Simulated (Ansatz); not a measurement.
Consider Cu (slab).

Input

```
crystal:
  lattice:
    - [4.9751540563, 0.0, 0.0]
    - [0.0, 4.9751540563, 0.0]
    - [0.0, 0.0, 18.9178854445]
  atoms:
    - { symbol: Cu, position: [0.25, 0.25, 0.2114401217] }
    - { symbol: Cu, position: [0.25, 0.75, 0.2114401217] }
    - { symbol: Cu, position: [0.75, 0.25, 0.2114401217] }
    - { symbol: Cu, position: [0.75, 0.75, 0.2114401217] }
    - { symbol: Cu, position: [0.0, 0.0, 0.3017752139] }
    - { symbol: Cu, position: [0.0, 0.5, 0.3017752139] }
    - { symbol: Cu, position: [0.5, 0.0, 0.3017752139] }
    - { symbol: Cu, position: [0.5, 0.5, 0.3017752139] }
    - { symbol: Cu, position: [0.25, 0.25, 0.3921096502] }
    - { symbol: Cu, position: [0.25, 0.75, 0.3921096502] }
    - { symbol: Cu, position: [0.75, 0.25, 0.3921096502] }
    - { symbol: Cu, position: [0.75, 0.75, 0.3921096502] }
    - { symbol: Cu, position: [0.25, 0.25, 0.5316601305] }
basis:
  ecutwfc: 420
kpoints:
  mp_grid: { grid: [6, 6, 1] }
hamiltonian:
  xc: lda
  pseudopotentials: { kind: paw, azcp: { folder: soft_1 } }
scf:
  occupations: { method: gaussian, width: 0.1 }
output:
  forces: true
  eigenvalues: true
  write_density: true
  write_potential: true
  elf: true
  volumetric_format: npy
relax:
  adjacent_minimum: "off"
  f_tol: 0.025
  max_steps: 16
  constraints:
    - { sites: [0, 1, 2, 3, 4, 5, 6, 7, 8, 9, 10, 11] }
    - { sites: [12], fix: xy }
efield:
  axis: 3
  dipole_correction: true
  ramp_width: 0.04
```

Launched as:

```sh
ansatz run input.yaml --threads 4 --pin off --max-ram 12288MiB --backend cpu --events-out ev --progress --plain --runs-dir out
```

The fields are those of the run's last geometry, not of the input's.

A point of a scan over the structure, not its minimum; not relaxed (largest force 0.7 eV/Å); computed without spin polarisation; PAW files of the earlier set (soft_1).

Level of theory: Ansatz, DFT LDA, scalar-relativistic, plane waves, PAW.

> What will maps of the valence pseudo-density and electron localisation function show?

Cu–Cu (2.45 Å): ρ at the midpoint is about 0.32 e/Å³; the ELF is about 0.20 at the midpoint; no shared electron pair shows on this line.

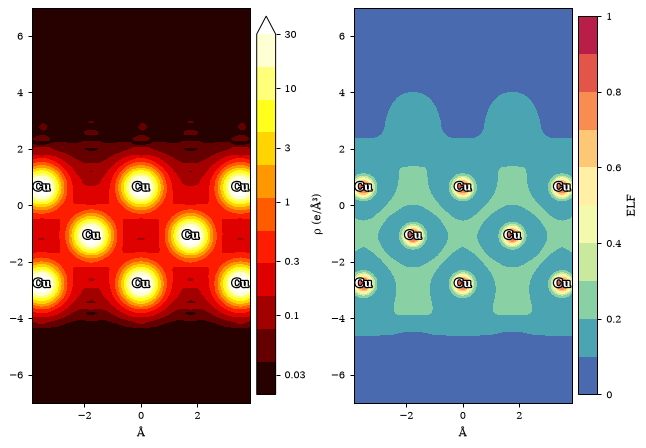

Computed valence pseudo-density and electron localisation function on the (11̄0) plane of the calculation cell, a cut from vacuum to vacuum, in this order. 
